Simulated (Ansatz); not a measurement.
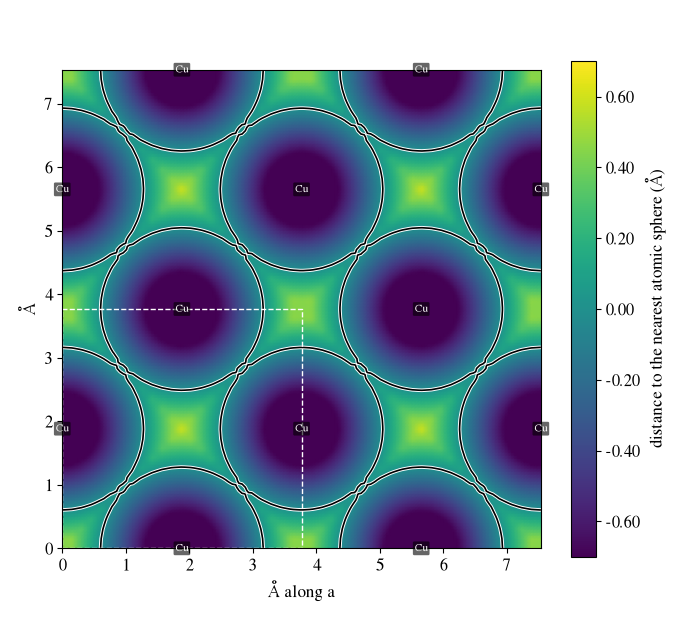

Map of the distance to the nearest atomic sphere in Cu3Au (Pm-3m, No. 221), computed on the section y = 0.500 (parallel to a and c; the dashed line is one cell). The black line marks the spheres' surfaces; positive values are empty space; unlabelled circles belong to atoms above or below the section.

Hard-sphere model; metallic radii: Cu 1.28 Å, Au 1.44 Å.

Source of the atomic positions: a calculation's input that goes back to an entry of the Crystallography Open Database (an earlier step may have relaxed or displaced it).

```cif
data_structure
_symmetry_space_group_name_H-M 'P 1'
_symmetry_Int_Tables_number 1
_cell_length_a 3.7665
_cell_length_b 3.7665
_cell_length_c 3.7665
_cell_angle_alpha 90.000
_cell_angle_beta 90.000
_cell_angle_gamma 90.000
_cell_volume 53.43
loop_
_atom_site_label
_atom_site_type_symbol
_atom_site_fract_x
_atom_site_fract_y
_atom_site_fract_z
_atom_site_occupancy
Cu1 Cu 0.00000 0.50000 0.50000 1
Cu2 Cu 0.50000 0.00000 0.50000 1
Cu3 Cu 0.50000 0.50000 0.00000 1
Au1 Au 0.00000 0.00000 0.00000 1
```

> Where is the largest hole in this section, and how large is it?

At 0.500, 0.500, 0.500 (fractional), where the distance reaches 0.60 Å; it is enclosed by 6 Cu in an octahedral arrangement. It is the largest hole of the crystal.

> How much of the crystal lies outside the spheres?

About 27 % of the cell's volume, and 27 % of this section's area.

> What can pass through?

The largest sphere that fits anywhere has a diameter of 1.21 Å; the largest that can travel through the crystal, about 0.4 Å.
